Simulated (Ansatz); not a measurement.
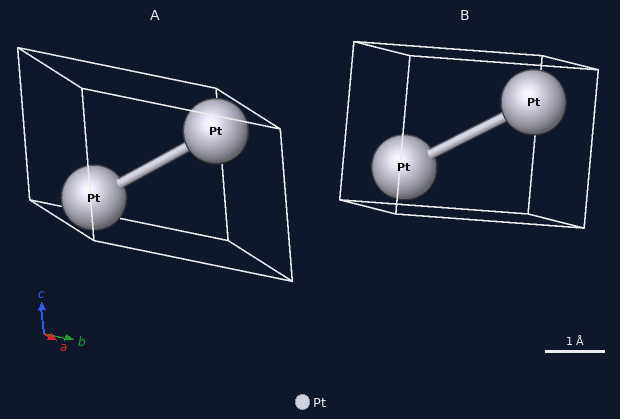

Two geometries of solid Pt (built on the Bi_12 type) (coarse preliminary run), drawn at one scale. One is the start of a relaxation, the other its converged end. Style: ball-and-stick. Shown: the cell of the calculation, slightly off an axis.

These are results of DFT PBE, scalar-relativistic, plane waves, PAW in Ansatz, not measurements. Settings: plane-wave cutoff 420 eV; k-point mesh 6 × 6 × 8; occupations gaussian; smearing width 0.1 eV; no spin polarisation; cell and atoms relaxed; force threshold 0.04 eV/Å; at most 70 steps.

Q: Which of the two is the end point?

A: Structure B is the relaxed one. Case: Bi type (C2/m, No. 12). The largest moves relative to the cell, 0.28 Å, are those of Pt atoms. The drawn cell changes as follows: a = b 3.610 → 3.398 Å (−5.9 %), c 2.634 → 2.740 Å (+4.0 %), α 104.9° → 90.0°, β 104.9° → 90.0°, γ 85.0° → 90.0°; the volume changes by −1.3 %. Some distances before and after: Pt–Pt 3.751 → 2.766 Å, Pt–Pt 3.064 → 2.766 Å, Pt–Pt 2.518 → 2.766 Å, Pt–Pt 3.008 → 2.766 Å. The space group (tolerance 0.01 Å) goes from C2/m (No. 12) to I4/mmm (No. 139). After 10 accepted moves (13 points after the start) the energy has fallen by 0.631 eV per cell of the calculation. Largest force component: 0.72 eV/Å at the start, 0.00013 eV/Å at the end. The pressure goes from 15.36 to 0.00 GPa. The line search rejected the trial step at point 7 of the run. At 2 points the geometry stayed and the basis and grid were re-selected for the new cell (energy shift of 28.5 meV per cell of the calculation at most each time).
